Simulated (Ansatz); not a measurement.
Geometry relaxation of GaAs (part 1 of 3)

The run: geometry relaxation of GaAs (slab, 16 atoms in the cell). Method and program: DFT PBE+D3(BJ), scalar-relativistic, plane waves, PAW, no spin polarisation (Ansatz 0.2.0).

The structure derives from an entry of the Crystallography Open Database. The input holds or restrains some coordinates. Forces given for the steps count only the free coordinates. It belongs to a series of runs on one base structure; here: clean slab, lower planes held. Figures and captions count atoms from 1; the log counts them from 0 in places.

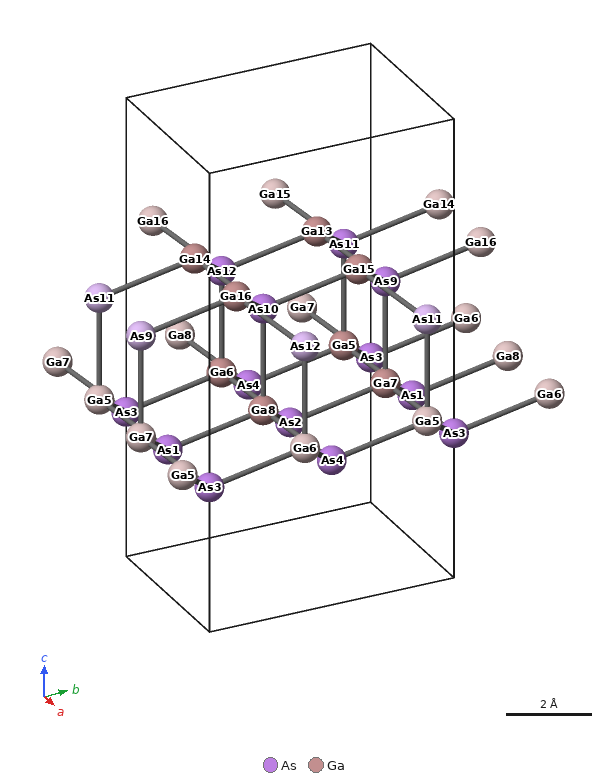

**Figure 1.** The structure as given in the input (ball-and-stick view of the cell of the calculation, with the vacuum cut short, seen slightly off an axis; neighbours outside the cell are drawn fainter; atoms are numbered from 1 in the order of the input). An atom can appear more than once, as a periodic image. Near neighbours in the periodic cell (some may lie outside the picture): As has 3 Ga at 2.46 Å; Ga has 4 As at 2.46 Å; As has 4 Ga at 2.46 Å; Ga has 3 As at 2.46 Å.

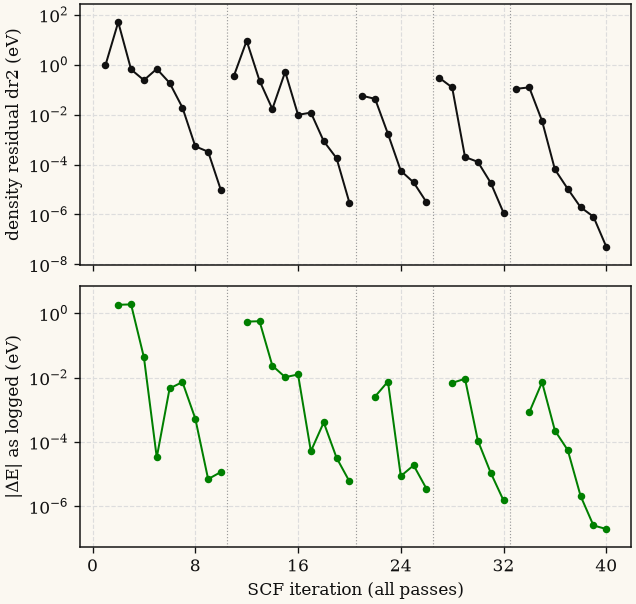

**Figure 2.** Convergence of the self-consistent field: density residual dr2 and size of the energy change against the SCF iteration. The dotted lines part the SCF passes of the relaxation: geometry steps, rejected trials and re-solves on a re-selected basis. The 5 passes take 6 to 10 iterations each, 40 in all.

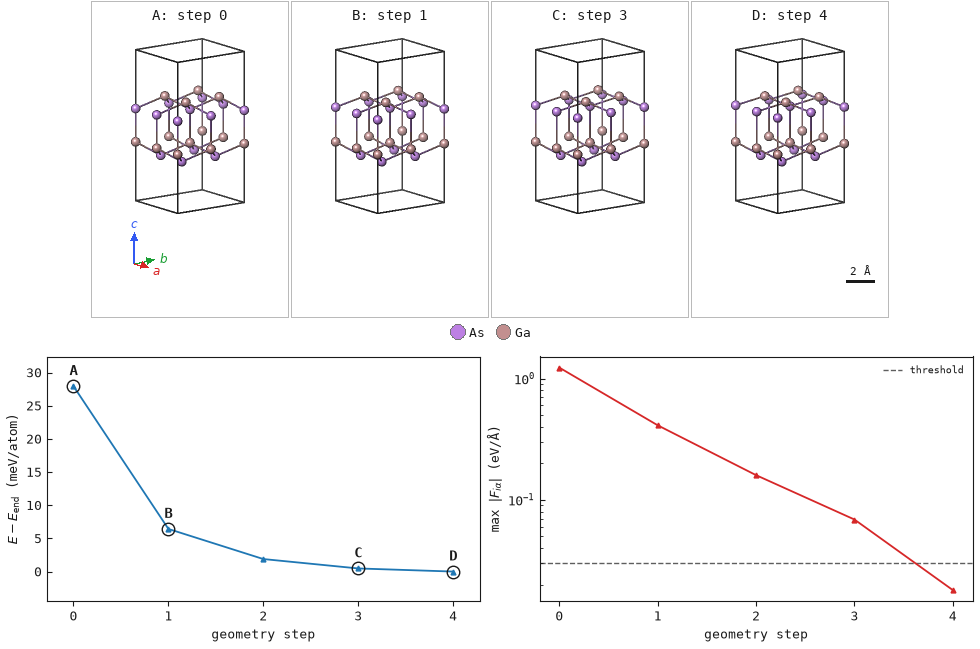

**Figure 3.** Frames of the restrained relaxation (ball-and-stick view of the cell of the calculation, with the vacuum cut short (origin shifted), seen slightly off an axis) above the curves, on which the letters mark them (the first geometry is step 0 here and step 1 in the log).

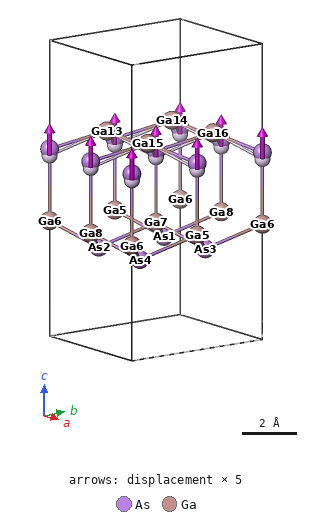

**Figure 4.** Start (faint) and end (solid) with the displacements as pink arrows, magnified 5 times (ball-and-stick view of the cell of the calculation, with the vacuum cut short (origin shifted), seen slightly off an axis). Over 4 geometry steps the energy falls by 27.9 meV per atom. The largest force component goes from 1.2 to 0.018 eV/Å. The largest moves, 0.24 Å, are those of As9, As10, As11 and As12. Largest moves by element: As 0.24 Å, Ga 0.01 Å. The lattice vectors keep their values. Distances before and after: Ga5–As11 2.458 → 2.702 Å, As10–Ga14 2.458 → 2.386 Å. Among the angles that change: Ga8–As10–Ga14 109.5° → 103.8°, As9–Ga13–As11 109.5° → 114.5°, Ga14–As10–Ga15 109.5° → 114.5°. (Atoms are counted from 1 in the order of the input.)

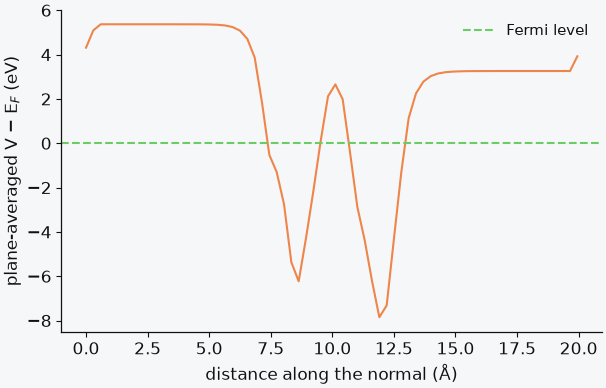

**Figure 5.** Plane average of the electrostatic potential energy of an electron across the cell, from the Fermi level. The vacuum level lies 3.26 eV above the Fermi level on the upper side and 5.37 eV on the lower.

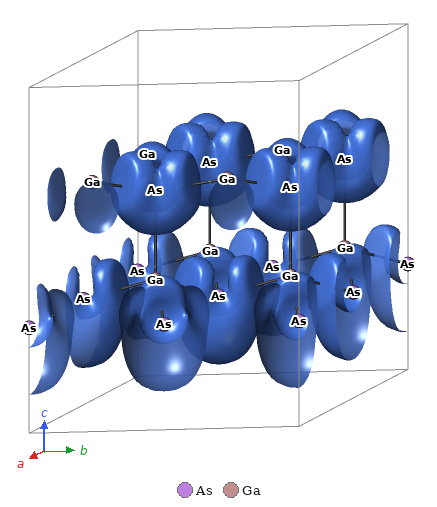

**Figure 6.** Isosurface of the electron localisation function at 0.6 (blue), seen slightly off an axis. Core shells and regions of very low density are left out. Sticks mark near contacts. Along the contacts the grid gives the following. Ga–As (2.39 Å): the ELF peaks at about 0.75 between the atoms, which marks localised, shared-pair bonding. Ga–As (2.46 Å): the ELF is about 0.70 at the midpoint. The fields are those of the smooth PAW valence density.

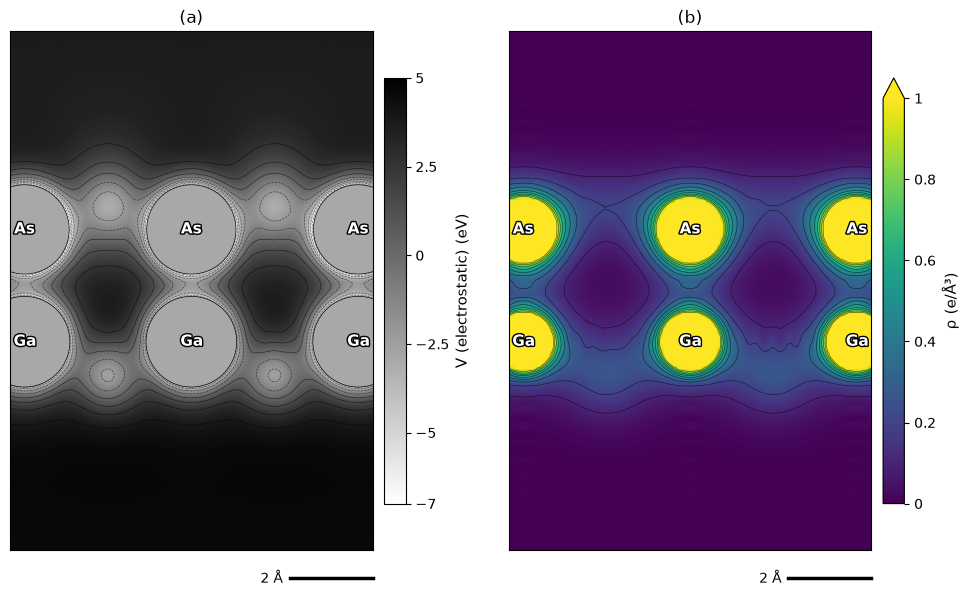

**Figure 7.** (a) electrostatic potential energy of an electron; (b) valence pseudo-density on the (010) plane of the calculation cell, a cut from vacuum to vacuum. Grey discs, where drawn, cover atomic cores. The section cuts through Ga and As sites. Ga–As (2.70 Å): the density is about 0.33 e/Å³ at the midpoint, with its minimum of 0.25 e/Å³ about 1.1 Å from Ga. The density dies away to nearly zero in the vacuum.

These pictures come from the run below.

Input file
```yaml
crystal:
  lattice:
    - [8.0267120191, 0.0, 0.0]
    - [-4.0133560095, 6.9513365174, 0.0]
    - [0.0, 0.0, 20.0961143248]
  atoms:
    - { symbol: As, position: [0.5, 0.0, 0.3980869073] }
    - { symbol: As, position: [0.5, 0.5, 0.3980869073] }
    - { symbol: As, position: [0.0, 0.0, 0.3980869073] }
    - { symbol: As, position: [0.0, 0.5, 0.3980869073] }
    - { symbol: Ga, position: [0.1666666667, 0.8333333333, 0.4388521444] }
    - { symbol: Ga, position: [0.1666666667, 0.3333333333, 0.4388521444] }
    - { symbol: Ga, position: [0.6666666667, 0.8333333333, 0.4388521444] }
    - { symbol: Ga, position: [0.6666666667, 0.3333333333, 0.4388521444] }
    - { symbol: As, position: [0.6666666667, 0.8333333333, 0.5611478556] }
    - { symbol: As, position: [0.6666666667, 0.3333333333, 0.5611478556] }
    - { symbol: As, position: [0.1666666667, 0.8333333333, 0.5611478556] }
    - { symbol: As, position: [0.1666666667, 0.3333333333, 0.5611478556] }
    - { symbol: Ga, position: [0.3333333333, 0.6666666667, 0.6019130927] }
    - { symbol: Ga, position: [0.3333333333, 0.1666666667, 0.6019130927] }
    - { symbol: Ga, position: [0.8333333333, 0.6666666667, 0.6019130927] }
    - { symbol: Ga, position: [0.8333333333, 0.1666666667, 0.6019130927] }
basis:
  ecutwfc: 420
kpoints:
  mp_grid: { grid: [2, 2, 1] }
hamiltonian:
  xc: pbe
  dispersion: d3bj
scf:
  occupations: { method: gaussian, width: 0.05 }
output:
  forces: true
  eigenvalues: true
  write_density: true
  write_potential: true
  elf: true
  volumetric_format: npy
relax:
  adjacent_minimum: "off"
  f_tol: 0.03
  max_steps: 70
  constraints: [{ sites: [0, 1, 2, 3, 4, 5, 6, 7] }]
efield:
  axis: 3
  dipole_correction: true
  ramp_width: 0.04
```

Launched with:
```bash
ansatz run input.yaml --threads 4 --pin off --max-ram 10240MiB --backend cpu --events-out ev --progress --plain --runs-dir out
```

What the program printed
```
Engine: ansatz 0.2.0, x86_64-unknown-linux-gnu
Pseudopotentials: kind: paw
Pseudopotential: As, paw, valence charge 15, recommended cutoff 420 eV (normal), As.paw.azcp
Pseudopotential: Ga, paw, valence charge 13, recommended cutoff 420 eV (normal), Ga.paw.azcp
Functional definition: PBE
  parameter kappa = 0.804
  parameter beta = 0.06672455060314922
  exchange = pbe_x(kappa = kappa, mu = beta*pi^2/3)
  correlation = pbe_c(beta = beta)
Crystal: 16 atoms, lattice volume = 1121.290 Å³
Basis set: ecut = 420 eV, 22009 PW (Γ), exchange–correlation on 108×108×270 points (8 copies of the dense FFT grid, shifted against one another)
Bands: 135, of which v1, the nominal top of the filled ones, is band 112 counted from 1 (111 counted from 0)
Symmetry: 24 space group operations
Space group: P3m1 (ITA 156), of the structure as read, at distance tolerance 1.0e-4 Å
k-points: 2 of 4
Non-local potential: As, projectors of the file, l = 0: 2, l = 1: 2, l = 2: 3, l = 3: 1
Non-local potential: Ga, projectors of the file, l = 0: 2, l = 1: 2, l = 2: 3, l = 3: 1
PAW form: soft (Blöchl's): semilocal exchange-correlation on the pseudo side does not see the compensation charge
PAW one-centre angular grid: As, 590 points (default); XC on 64 Gauss nodes
PAW one-centre angular grid: Ga, 590 points (default); XC on 64 Gauss nodes
Initial density: superposition of atomic densities (neutral atoms: chi_scale 0, normalization atom), corrected by the library's trained network
Initial wavefunctions: pseudopotential atomic-orbital guess
Functional: x = pbe(κ = 0.804, μ = 0.2195149727645171), c = pbe(β = 0.06672455060314922)
SCF iter   1: F=—  HF=-69115.459615 eV  |F-HF|=—  |Δ(HF+E_count)|=         —  Δρ=2.79e-3  dr2=9.30e-1  ethr=1.77e-3  p=0.524 e·Å  D=8.46e-2 V/Å  ΔV_dip=-1.70 eV  dr2_dipole=3.31e-1  V_vac-E_F(+/−)=3.50/5.20 eV  ⟨swp⟩=5.5  Hψ=962  notcnv=0  defer=14
efield: sawtooth ramp at fractional position 0.9800 (placed from the atoms, in the widest stretch of the axis that holds none; the zero of the levels goes with the place), width 0.0400; the density the first Hamiltonian is built on has a dipole p = 0.524 e·Å; the dipole correction subtracts the counter field D = 8.46e-2 V/Å, which shifts the + side's vacuum level by -1.70 eV against the − side's; the planar-averaged density in the ramp window peaks in size at 4.6e-5 e/Å³
preconditioner: auto → Resta (q_TF=auto, 2.086 Å⁻¹)  ε∞=1.9  [insulator: Δε(μ)=0.347 eV  Ē_g=13.800 eV  σ=0.050 eV  W_gap=1.00  n_scr=186 (ndim 8)  ℏωp=13.3 eV  f_vac=0.628  D(μ)=0.00/eV (n_scr^D=0)  ε∞_Penn≈1.9  vacuum switching on, ρ_ref=1.4e-2 e/Å³]
SCF iter   2: F=—  HF=-69117.301746 eV  |F-HF|=—  |Δ(HF+E_count)|=    1.84e0  Δρ=1.71e-2  dr2=5.04e1  ethr=4.15e-4  p=1.080 e·Å  D=1.74e-1 V/Å  ΔV_dip=-3.50 eV  dr2_dipole=2.12e1  V_vac-E_F(+/−)=2.62/6.13 eV  ⟨swp⟩=3.5  Hψ=371  notcnv=0  defer=32  recentre
preconditioner: auto → LDOS  [insulator: Δε(μ)=0.218 eV  Ē_g=13.617 eV  σ=0.050 eV  W_gap=0.67  n_scr=186 (ndim 8)  ℏωp=13.3 eV  f_vac=0.629  D(μ)=30.85/eV (n_scr^D=212)  ε∞_Penn≈2.0  β→1.0]
SCF iter   3: F=—  HF=-69115.416009 eV  |F-HF|=—  |Δ(HF+E_count)|=    1.89e0  Δρ=2.19e-3  dr2=6.43e-1  ethr=4.15e-4  p=0.546 e·Å  D=8.81e-2 V/Å  ΔV_dip=-1.77 eV  dr2_dipole=2.28e-1  V_vac-E_F(+/−)=3.45/5.22 eV  ⟨swp⟩=3.0  Hψ=354  notcnv=0  defer=22
SCF iter   4: F=—  HF=-69115.373284 eV  |F-HF|=—  |Δ(HF+E_count)|=   4.27e-2  Δρ=1.64e-3  dr2=2.39e-1  ethr=2.87e-4  p=0.590 e·Å  D=9.52e-2 V/Å  ΔV_dip=-1.91 eV  dr2_dipole=7.69e-2  V_vac-E_F(+/−)=3.34/5.25 eV  ⟨swp⟩=1.0  Hψ=312  notcnv=0  defer=28
SCF iter   5: F=—  HF=-69115.373251 eV  |F-HF|=—  |Δ(HF+E_count)|=   3.29e-5  Δρ=2.03e-3  dr2=6.77e-1  ethr=1.07e-4  p=0.643 e·Å  D=1.04e-1 V/Å  ΔV_dip=-2.09 eV  dr2_dipole=2.53e-1  V_vac-E_F(+/−)=3.21/5.30 eV  ⟨swp⟩=2.0  Hψ=275  notcnv=0  defer=28  recentre
SCF iter   6: F=—  HF=-69115.368663 eV  |F-HF|=—  |Δ(HF+E_count)|=   4.59e-3  Δρ=1.19e-3  dr2=1.86e-1  ethr=1.07e-4  p=0.595 e·Å  D=9.60e-2 V/Å  ΔV_dip=-1.93 eV  dr2_dipole=6.39e-2  V_vac-E_F(+/−)=3.32/5.25 eV  ⟨swp⟩=2.0  Hψ=273  notcnv=0  defer=28
SCF iter   7: F=—  HF=-69115.361394 eV  |F-HF|=—  |Δ(HF+E_count)|=   7.27e-3  Δρ=3.88e-4  dr2=1.91e-2  ethr=8.32e-5  p=0.611 e·Å  D=9.86e-2 V/Å  ΔV_dip=-1.98 eV  dr2_dipole=6.28e-3  V_vac-E_F(+/−)=3.27/5.25 eV  ⟨swp⟩=1.5  Hψ=313  notcnv=0  defer=35
SCF iter   8: F=—  HF=-69115.360863 eV  |F-HF|=—  |Δ(HF+E_count)|=   5.31e-4  Δρ=8.43e-5  dr2=5.36e-4  ethr=8.54e-6  p=0.616 e·Å  D=9.94e-2 V/Å  ΔV_dip=-2.00 eV  dr2_dipole=2.18e-4  V_vac-E_F(+/−)=3.25/5.25 eV  ⟨swp⟩=1.0  Hψ=235  notcnv=0  defer=35
SCF iter   9: F=—  HF=-69115.360856 eV  |F-HF|=—  |Δ(HF+E_count)|=   6.97e-6  Δρ=5.14e-5  dr2=3.26e-4  ethr=2.39e-7  p=0.615 e·Å  D=9.93e-2 V/Å  ΔV_dip=-2.00 eV  dr2_dipole=1.33e-4  V_vac-E_F(+/−)=3.26/5.25 eV  ⟨swp⟩=1.5  Hψ=247  notcnv=0  defer=35
SCF iter  10: F=-69115.360833 eV  HF=-69115.360844 eV  |F-HF|=1.13e-5  |Δ(HF+E_count)|=   1.16e-5  Δρ=2.20e-5  dr2=9.24e-6  ethr=1.00e-8  p=0.614 e·Å  D=9.90e-2 V/Å  ΔV_dip=-1.99 eV  dr2_dipole=1.71e-6  V_vac-E_F(+/−)=3.26/5.25 eV  ⟨swp⟩=20.0  Hψ=2560  notcnv=0
SCF 1 converged in 10 iterations: F = -69115.360833 eV  dr2 = 9.24e-6
  greatest PAW one-centre occupation: 0.999 electrons in one spin orbital (limit 2), on the As atom at site 3 (counted from 0), in its partial waves of l = 2
relax step   1: F+E_penalty+E_count = -69115.36083297 eV  Δ(F+E_penalty+E_count) = +0.000e0 eV  max|allowed force component| = 1.230e0 eV/Å  Δτ_max = 0.0000 Å  (10 SCF iters, dr2 threshold 2.25e-5 eV, accepted)
Initial density: handed on by an earlier stage of this run
Initial wavefunctions: those handed on with the density
iter 1 solved again at ethr=1.68e-4 eV; its pass at ethr=3.10e-3 eV (dr2=3.77e-1 eV) is discarded
```
